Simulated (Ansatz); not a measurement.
Structure data:

```yaml
crystal:
  lattice:
    - [2.52550, 0.00000, 0.00000]
    - [0.00000, 2.52550, 0.00000]
    - [0.00000, 0.00000, 2.52550]
  atoms:
    - { symbol: Ni, position: [0.00000, 0.00000, 0.00000] }
    - { symbol: Ni, position: [0.50000, 0.50000, 0.50000] }
```

What crystal do these data define?

Answer. The element is nickel. Space group: Im-3m (No. 229). Lattice: body-centred cubic. The structure is of the kind named body-centred cubic (W type). The cell holds two atoms. The coordination shell of Ni holds eight Ni in a cubic arrangement at 2.19 Å. Not all metal-metal contacts are counted. The bonds build a three-dimensional framework.

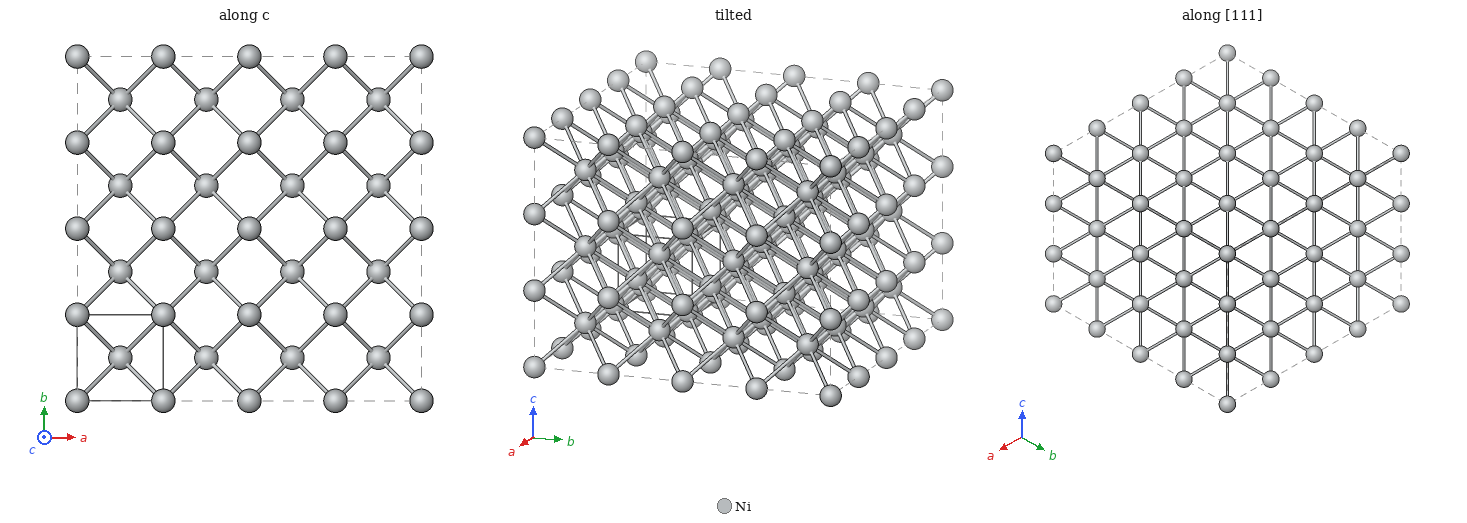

An orthographic ball-and-stick view of the structure, along the c axis, slightly off an axis and along [111]. The solid box is one conventional unit cell, and 4×4×3 cells are shown. Colours: nickel light grey.

Starting structure: a structure listed in the Materials Project. The cell was then strained or its atoms displaced on purpose. An electronic-structure calculation with Ansatz was run on it.

At this level of theory the cell isn't at rest (compressed, at 95 GPa), so its distances can differ from those at equilibrium, the more so the softer the solid.
